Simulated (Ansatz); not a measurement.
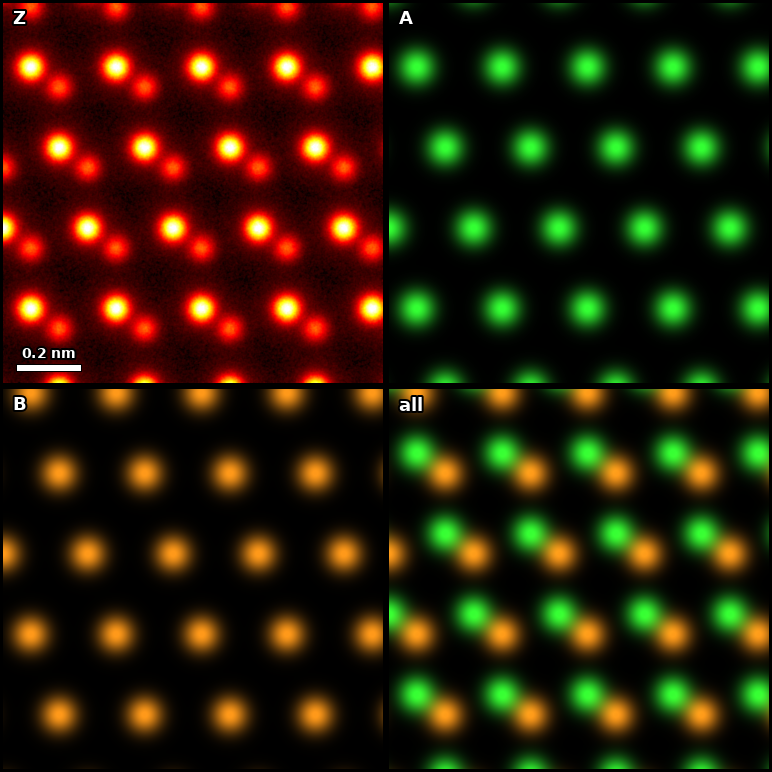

AlN (F-43m, No. 216) along [110]. Panel Z: Simulation: incoherent imaging, intensity Z^1.8 per atom, probe width 0.57 Å, thin sample. The probe carries 25 % of its weight in a tail 2.5 times as wide. The display is stretched by a gamma of 0.65; percentages refer to the linear signal. Shot noise was added. The other panels are simulated element maps (the number of atoms of one element along the beam, blurred by 0.9 Å; each on its own scale, no channelling); the last overlays them. Model: the end point of a relaxation with Ansatz 0.2.0, DFT PBE, scalar-relativistic, plane waves, PAW.

```cif
data_structure
_symmetry_space_group_name_H-M 'F-43m'
_symmetry_Int_Tables_number 216
_cell_length_a 4.4032
_cell_length_b 4.4032
_cell_length_c 4.4032
_cell_angle_alpha 90.000
_cell_angle_beta 90.000
_cell_angle_gamma 90.000
_cell_volume 85.37
loop_
_atom_site_label
_atom_site_type_symbol
_atom_site_symmetry_multiplicity
_atom_site_Wyckoff_symbol
_atom_site_fract_x
_atom_site_fract_y
_atom_site_fract_z
_atom_site_occupancy
Al1 Al 4 a 0.00000 0.00000 0.00000 1
N1 N 4 c 0.25000 0.75000 0.75000 1
```

Which element does each lettered map show?

Answer. A: Al, B: N. The projected cell (2.70 × 2.70 Å, 109°) holds 2 columns: 1 of Al and 1 of N. No column is shared by two of the mapped elements.
